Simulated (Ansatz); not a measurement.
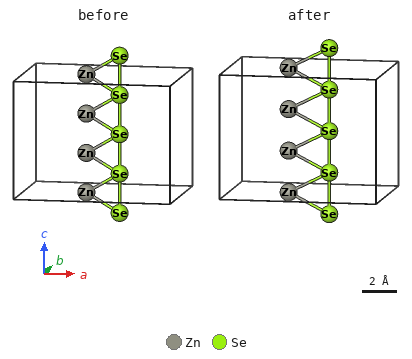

The structure of a wire of composition ZnSe before (left) and after (right) a relaxation, at one scale.

The picture is a ball-and-stick view of the 3 repeat of the cell, with the vacuum cut short, seen slightly off an axis.

Case: strip chain of atoms.

These are results of DFT PBE, scalar-relativistic, plane waves, PAW in Ansatz 0.2.0, not measurements. (plane-wave cutoff 420 eV; k-point mesh 1 × 1 × 27; occupations gaussian; smearing width 0.05 eV; collinear spin; cell relaxed at fixed a, b, alpha, beta, gamma; force threshold 0.01 eV/Å; at most 45 steps)

Q: Describe what moved and what it gained.

A: Over 12 accepted moves (15 points after the start) the energy falls by 0.641 eV per cell of the calculation. Largest force component: 2.8 eV/Å at the start, 0.00094 eV/Å at the end. The line search rejected the trial step at point 10 of the run. At 2 points the geometry stayed and the basis and grid were re-selected for the new cell (energy shift of 0.6 meV per cell of the calculation at most each time). The largest moves relative to the layer's centre, 0.23 Å, are those of Zn and Se atoms. By element the largest moves are Zn 0.23 Å, Se 0.23 Å. Along the periodic axis the drawn cell goes c 7.103 → 7.497 Å (+5.5 %). Among the contacts that change: Se–Zn 2.333 → 2.760 Å, Zn–Zn 2.368 → 2.499 Å, Se–Se 2.368 → 2.499 Å. Among the angles between lasting bonds that change: Zn–Se–Se 59.5° → 63.1°, Zn–Se–Se 120.5° → 116.9°. The program noted that the starting moments weren't kept.

Limits of the set-up: the k-point mesh is coarse for a cell with partly filled bands.
